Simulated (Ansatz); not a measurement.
**Rh: single-point calculation**

System: Rh (1 atom in the cell).
Method: DFT PBE, spin-orbit coupling, plane waves, PAW (Ansatz 0.2.0).

The structure derives from an entry of the Crystallography Open Database.

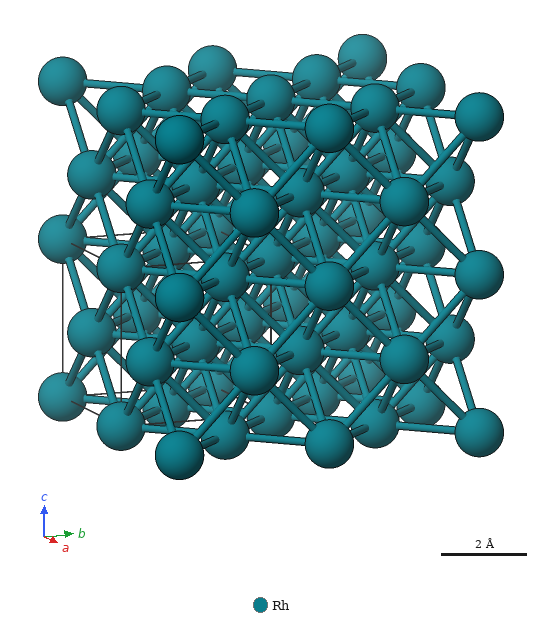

**Figure 1.** The input geometry (ball-and-stick view of the cell 4 times as large as that of the calculation, set on its symmetry axes, repeated 2 × 2 × 2, seen slightly off an axis). An atom can appear more than once, as a periodic image.

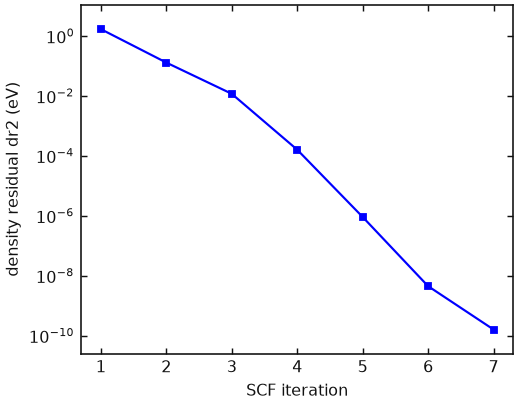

**Figure 2.** Convergence of the self-consistent field: density residual dr2 against the SCF iteration. The residual falls at every step.

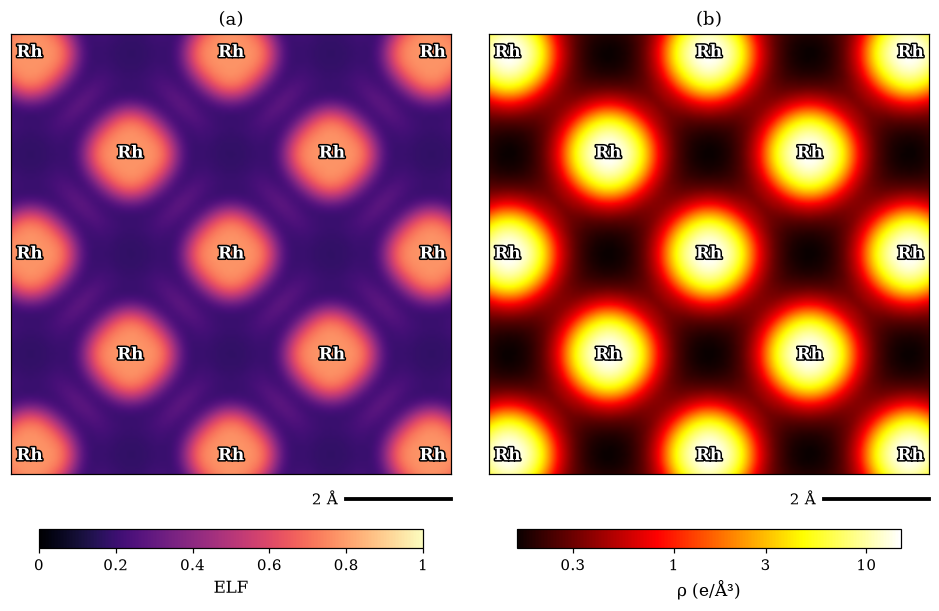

**Figure 3.** (a) electron localisation function; (b) valence pseudo-density on the (010) plane of the conventional cell. The section cuts through Rh sites. Rh–Rh (2.71 Å): the density is about 0.35 e/Å³ at the midpoint; the ELF is about 0.25 at the midpoint (no shared electron pair). Away from the nuclei the density in this plane falls to 0.15 e/Å³ at its lowest. The strong features right at Rh lie inside the PAW spheres (semicore, d or f shells) and say nothing about bonding. In a PAW calculation such maps are meaningful between the atoms, not at the nuclei.

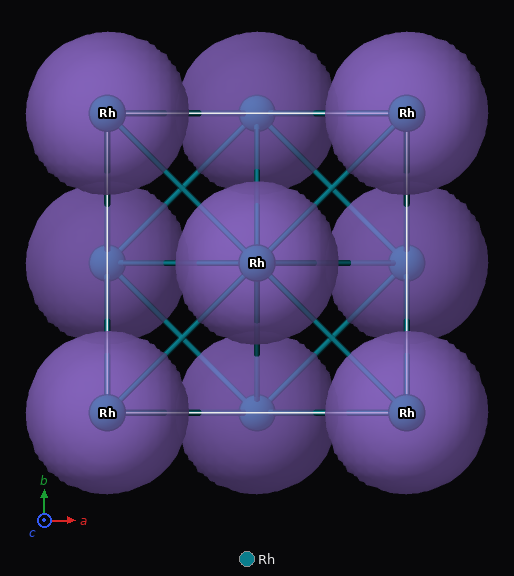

**Figure 4.** Isosurface of the valence pseudo-density at 0.6 e/Å³ (purple), seen along the c axis. Sticks mark near contacts. The outline is the cell set on symmetry axes. At this value the density breaks into separate islands; it holds about 80 % of the electrons treated as valence (semicore included). It is pinched off along the Rh–Rh (2.71 Å) contacts. On the grid the lowest density along these lines, outside the cores, is 0.35 e/Å³ (Rh–Rh, 2.71 Å).

These pictures come from the run below.

**The input**
```yaml
crystal:
  lattice:
    - [0.0, 1.9149890286, 1.9149890286]
    - [1.9149890286, 0.0, 1.9149890286]
    - [1.9149890286, 1.9149890286, 0.0]
  atoms:
    - { symbol: Rh, position: [0.0, 0.0, 0.0] }
basis:
  ecutwfc: 420
kpoints:
  mp_grid: { grid: [18, 18, 18] }
  band_path:
    path:
      - [[0.0, 0.0, 0.0], [0.5, 0.0, 0.5], [0.625, 0.25, 0.625]]
      - [[0.375, 0.375, 0.75], [0.0, 0.0, 0.0], [0.5, 0.5, 0.5], [0.5, 0.25, 0.75], [0.5, 0.0, 0.5]]
    npoints: 10
hamiltonian:
  xc: pbe
scf:
  occupations: { method: gaussian, width: 0.1 }
output:
  forces: true
  stress: true
  eigenvalues: true
  populations: true
  dos: { projected: true, de: 0.02 }
  bader: false
  write_density: true
  write_potential: true
  elf: true
  volumetric_format: npy
magnetization:
  noncollinear: true
  spin_orbit: true
```

Command:
```bash
ansatz run input.yaml --threads 1 --pin off --max-ram 2560MiB --backend cpu --events-out ev --progress --plain --runs-dir out
```

**Output**
```
Engine: ansatz 0.2.0, aarch64-unknown-linux-gnu
Pseudopotentials: kind: paw_fr
Pseudopotential: Rh, paw_fr, valence charge 17, recommended cutoff 420 eV (normal), Rh.paw.azcp#standard-fr
Functional definition: PBE
  parameter kappa = 0.804
  parameter beta = 0.06672455060314922
  exchange = pbe_x(kappa = kappa, mu = beta*pi^2/3)
  correlation = pbe_c(beta = beta)
non-collinear run that drives no moment, with spin-orbit: no starting moment large enough to seed its density (crystal.atoms[].spin), no starting occupations that ask for one, no magnetisation constraint and no magnetic field, so the semilocal B_xc is pinned to zero
Crystal: 1 atoms, lattice volume = 14.045 Å³
Basis set: ecut = 420 eV, 283 PW (Γ), exchange–correlation on 40×40×40 points (8 copies of the dense FFT grid, shifted against one another)
Bands: 26, of which v1, the nominal top of the filled ones, is band 17 counted from 1 (16 counted from 0)
Symmetry: 48 space group operations + 48 with time reversal
Magnetic group: BNS 225.117 (UNI 1619), of the structure as read, at distance tolerance 2.4e-5 Å
k-points: 195 of 5832
Projection manifold: j_resolved (fully-relativistic pseudo-atomic orbitals)
Non-local potential: Rh, projectors of the file, l = 0: 3, l = 1: 4, l = 2: 4, l = 3: 2
PAW form: soft (Blöchl's): semilocal exchange-correlation on the pseudo side does not see the compensation charge
PAW one-centre angular grid: Rh, 590 points (default); XC on 96 Gauss nodes
Initial density: superposition of atomic densities (chi_scale 0.1, normalization cell)
Initial wavefunctions: pseudopotential atomic-orbital guess
Functional: x = pbe(κ = 0.804, μ = 0.2195149727645171), c = pbe(β = 0.06672455060314922)
SCF iter   1: F=—  HF=-6405.196725 eV  |F-HF|=—  |Δ(HF+E_count)|=         —  Δρ=1.15e-1  dr2=1.70e0  dr2_m=0.00e0 (ungated)  ethr=3.10e-3  |M|=0.00e0 ∫|m|=0.00e0 μB  |m|>n=0.0e0 m-floor=0.0e0 τ_xc=0.0e0  β_m=0.30  ⟨swp⟩=6.5  Hψ=12580  notcnv=0  defer=104
preconditioner: auto → none  [metal: Δε(μ)=0.021 eV  Ē_g=13.514 eV  σ=0.100 eV  W_gap=0.12  n_scr=0 (ndim 8)  ℏωp=29.7 eV  f_vac=0.000  D(μ)=1.25/eV (n_scr^D=14)]
SCF iter   2: F=—  HF=-6404.736153 eV  |F-HF|=—  |Δ(HF+E_count)|=   4.61e-1  Δρ=3.90e-2  dr2=1.30e-1  dr2_m=0.00e0 (ungated)  ethr=3.10e-3  |M|=0.00e0 ∫|m|=0.00e0 μB  |m|>n=0.0e0 m-floor=0.0e0 τ_xc=0.0e0  β_m=0.35  ⟨swp⟩=2.6  Hψ=5115  notcnv=0  defer=680
SCF iter   3: F=—  HF=-6404.707072 eV  |F-HF|=—  |Δ(HF+E_count)|=   2.91e-2  Δρ=1.84e-2  dr2=1.18e-2  dr2_m=0.00e0 (ungated)  ethr=7.64e-4  |M|=0.00e0 ∫|m|=0.00e0 μB  |m|>n=0.0e0 m-floor=0.0e0 τ_xc=0.0e0  β_m=0.62  ⟨swp⟩=2.2  Hψ=3617  notcnv=0  defer=680
SCF iter   4: F=—  HF=-6404.704770 eV  |F-HF|=—  |Δ(HF+E_count)|=   2.30e-3  Δρ=1.21e-3  dr2=1.61e-4  dr2_m=0.00e0 (ungated)  ethr=6.92e-5  |M|=0.00e0 ∫|m|=0.00e0 μB  |m|>n=0.0e0 m-floor=0.0e0 τ_xc=0.0e0  β_m=0.80  ⟨swp⟩=2.0  Hψ=3247  notcnv=0  defer=680
SCF iter   5: F=—  HF=-6404.704731 eV  |F-HF|=—  |Δ(HF+E_count)|=   3.90e-5  Δρ=1.29e-4  dr2=9.16e-7  dr2_m=0.00e0 (ungated)  ethr=9.49e-7  |M|=0.00e0 ∫|m|=0.00e0 μB  |m|>n=0.0e0 m-floor=0.0e0 τ_xc=0.0e0  β_m=0.86  ⟨swp⟩=2.6  Hψ=3564  notcnv=0  defer=680
SCF iter   6: F=—  HF=-6404.704730 eV  |F-HF|=—  |Δ(HF+E_count)|=   7.01e-7  Δρ=9.44e-6  dr2=4.49e-9  dr2_m=0.00e0 (ungated)  ethr=5.88e-10  |M|=0.00e0 ∫|m|=0.00e0 μB  |m|>n=0.0e0 m-floor=0.0e0 τ_xc=0.0e0  β_m=0.88  ⟨swp⟩=12.1  Hψ=17642  notcnv=0
SCF iter   7: F=-6404.704730 eV  HF=-6404.704730 eV  |F-HF|=1.06e-10  |Δ(HF+E_count)|=   1.80e-9  Δρ=1.25e-6  dr2=1.60e-10  dr2_m=0.00e0 (ungated)  ethr=2.64e-11  |M|=0.00e0 ∫|m|=0.00e0 μB  |m|>n=0.0e0 m-floor=0.0e0 τ_xc=0.0e0  ⟨swp⟩=4.0  Hψ=11244  notcnv=0
SCF 1 converged in 7 iterations: F = -6404.704730 eV  dr2 = 1.60e-10
  greatest PAW one-centre occupation: 1.000 electrons in one spin orbital (limit 2), on the Rh atom at site 0 (counted from 0), in its partial waves of l = 0
NSCF: frozen V_eff on 62 k-points
SCF converged after 7 iterations
Magnetization: |M| = 0.0000 μB,  M = (+0.0000, +0.0000, +0.0000) μB
Absolute magnetization: 0.0000 μB (∫|m|)
  site 0: m = (+0.0000, +0.0000, +0.0000) μB, |m| = 0.0000 μB  (R = 1.12 Å)
Free energy (F): -6404.704730 eV
Harris-Foulkes:  -6404.704730 eV  (|F-HF|=1.06e-10)
Internal energy: -6404.697762 eV  (E = F + TS)
E sigma→0 (E₀):  -6404.701246 eV
Entropy (-TS):   -0.006968 eV (-6.968 meV/atom)
Fermi energy:    21.806520 eV
--- Per-component energies (eV) ---
  E_band       = -94.613327
  E_kinetic    = 572.736173
  E_local      = -1588.691293  (includes V_loc(G=0)·N_el)
  E_nonlocal   = 353.589158
  E_hartree    = 558.399875
  E_xc         = -221.767310
  E_vxc        = -278.394269  (∫ρ·V_xc dr)
  E_paw        = -3588.103420  (= ΣΔE_a)
  E_vpaw       = -270.653137  (= ΣTr[D̂ρ^β])
  E_aug_tail   = 0.000878  (compensation charges beyond the density's cutoff)
  E_ewald      = -2490.861824
  E_smearing   = -0.006968  (= −TS)
  E_closure    = 0.000000  (closes the sum)
  Σ components = -6404.704730   (vs F -6404.704730, Δ=0.00e0)
--- Forces (eV/Å), atoms counted from 1 ---
  atom   1  Rh    -0.00000000     0.00000000    -0.00000000
  max |Σ_I F_I| component: 2.63e-31 eV/Å
--- Stress (GPa, compression-positive) ---
        0.191973      -0.000000      -0.000000
        0.000000       0.191973      -0.000000
        0.000000      -0.000000       0.191973
  P = ⅓ Tr σ = 0.1920 GPa (1.920 kbar)
--- Band table (eV; the first three rows and the last of 195) ---
  k-point 0: bands = ["-57.0096", "-57.0096", "-27.2586", "-27.2586", "-23.2785", "-23.2785", "-23.2785", "-23.2785", "13.9822", "13.9822", "18.7104", "18.7104", "18.7104", "18.7104", "18.9660", "18.9660", "20.8469", "20.8469", "20.8469", "20.8469", "37.6086", "37.6086", "42.7172", "42.7172", "42.8794", "42.8794"]
  k-point 1: bands = ["-57.0065", "-57.0065", "-27.2662", "-27.2662", "-23.2949", "-23.2949", "-23.2816", "-23.2816", "14.1043", "14.1043", "18.6870", "18.6870", "18.7520", "18.7520", "18.9891", "18.9891", "20.8143", "20.8143", "20.8276", "20.8276", "37.7800", "37.7800", "42.1638", "42.1638", "42.9528", "42.9528"]
  k-point 2: bands = ["-56.9976", "-56.9976", "-27.2879", "-27.2879", "-23.3418", "-23.3418", "-23.2905", "-23.2905", "14.4550", "14.4550", "18.5860", "18.5860", "18.8577", "18.8577", "19.0986", "19.0986", "20.7377", "20.7377", "20.7924", "20.7924", "38.2360", "38.2360", "40.7810", "40.7810", "43.4559", "43.4559"]
  k-point 194: bands = ["-56.8725", "-56.8725", "-27.5836", "-27.5836", "-23.7674", "-23.7674", "-23.6216", "-23.6216", "16.8687", "16.8687", "17.6716", "17.6716", "18.5639", "18.5639", "20.7078", "20.7078", "22.7499", "22.7499", "30.4617", "30.4617", "31.9828", "31.9828", "32.8480", "32.8480", "34.2557", "34.2557"]
--- Löwdin populations: 1 site ---
  site symbol       q [e]
     0     Rh     16.8960
  spilling = 0.006120 (of n_electrons = 17.000000)
```

**Summary**

| quantity | value |
| --- | --- |
| outcome | converged |
| space group (tolerance 0.01 Å) | Fm-3m (225) |
| electrons treated | 17 |
| free energy | −6404.7047 eV |
| Fermi energy | 21.807 eV |
| gap on the k-point mesh | none (metallic) |
| net moment of the cell | 0.00 μB |
| integrated absolute moment | 0.00 μB |
| pressure | 0.19 GPa |
| largest force (length of the vector) | under 0.001 eV/Å |
| hardware | 1 thread of Arm Neoverse V1, 24 GiB of memory available, shared host |
| wall time | 20 s |
| peak memory | 0.41 GiB |
